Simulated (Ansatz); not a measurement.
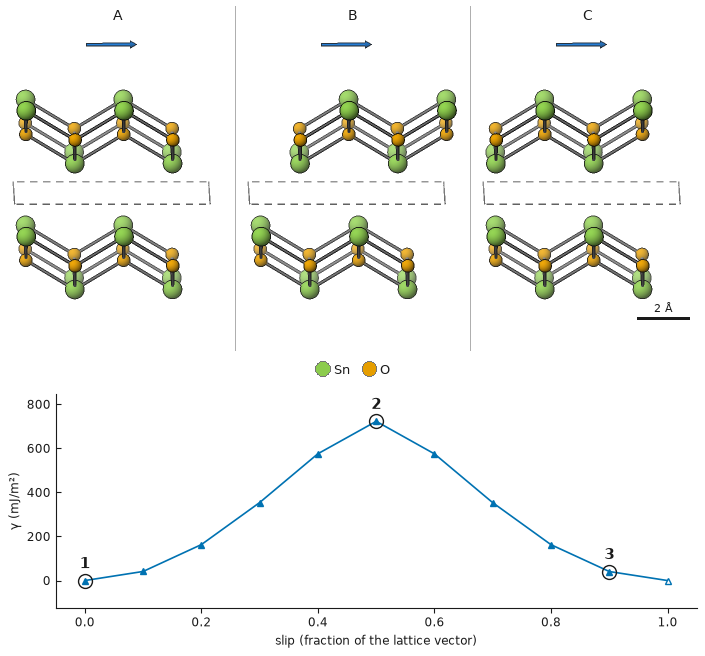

A scan of crystalline SnO (Cmce): the crystal above a cut along the (0 0 1) plane of the conventional cell (between a plane of Sn below and one of Sn above, 2.64 Å apart) is slid rigidly by fractions of an in-plane lattice vector 3.81 Å long (a generalised stacking fault). One cut stands in each cell, which starts 9.9 Å high; nothing is relaxed, and the dashed outline marks the cut, the arrow on top the direction of slip. The frames are shuffled; the numbered points of the plot belong to them. Hollow markers are points alike by symmetry, not computed again. Style: ball-and-stick. Shown: the layers on both sides of the cut, from the side, nearly along the cut plane.

Level of theory: DFT r2SCAN, scalar-relativistic, plane waves, PAW in Ansatz. Settings: plane-wave cutoff 500 eV; k-point mesh 9 × 9 × 4; occupations gaussian; smearing width 0.03 eV; no spin polarisation. Energies (free energies at the smearing named) are counted from the relaxed crystal.

Question: Which frame belongs to which numbered point?

Answer: Point 1 is frame A (the slip 0.00, 0 mJ/m²); 2 is frame C (the slip 0.50, 723 mJ/m²); 3 is frame B (the slip 0.90, 41 mJ/m²). The curve starts and ends at zero, since a full lattice vector restores the crystal. Its highest computed point is 723 mJ/m² at slip 0.50, which the unstable stacking-fault energy of this rigid path equals or slightly exceeds. No local minimum shows among the points, so there is no metastable fault on this line. The path is symmetric about half-way. Relaxation across the fault would lower the values.

Limits of the set-up: layers or molecules are held without a dispersion correction, so their spacing is unreliable.
